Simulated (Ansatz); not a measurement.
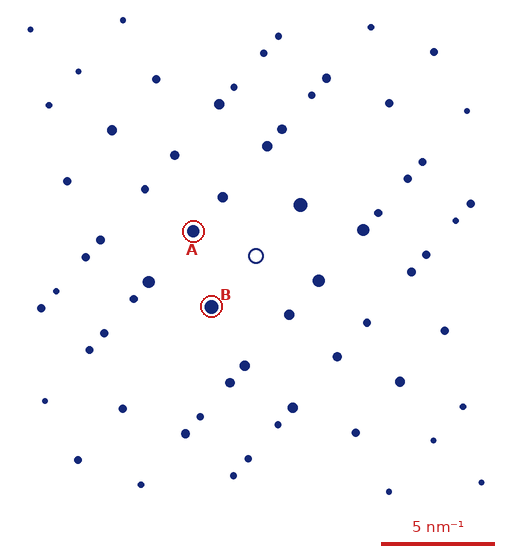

Simulated selected-area electron diffraction pattern (300 kV, kinematic approximation, thin crystal, B = 0.8 Å² for all atoms). Two individuals of a reflection twin are superposed (a geometric construction: whether this twin forms is not tested; the second individual is smaller and so fainter). Crystal: W, space group Fd-3m (No. 227), a = 5.76 Å, zone axis [110]. Structure: coordinates from a relaxation with DFT PBEsol, scalar-relativistic, plane waves, PAW in Ansatz; the starting structure was generated, so it need not be a known form of this composition.

In the first individual spot A is -1 1 -1 and spot B is -1 1 1.

**On which plane is the crystal twinned?**

(1-1-1). The spot positions of the combined pattern are mirror-symmetric about the row through 1 -1 -1 (d = 3.323 Å), which both individuals share, while a single individual has only symmetry 2mm without that mirror line. Friedel's law adds the mirror line at right angles, so a twin on (1-12) would give the same picture; the more widely spaced plane was used.

**Which other reflections coincide?**

Off the common row, 2 -2 4, 1 -1 5, 3 -3 3 and their kin fall on spots of the second individual; about 36 % of the first individual's visible spots are shared.
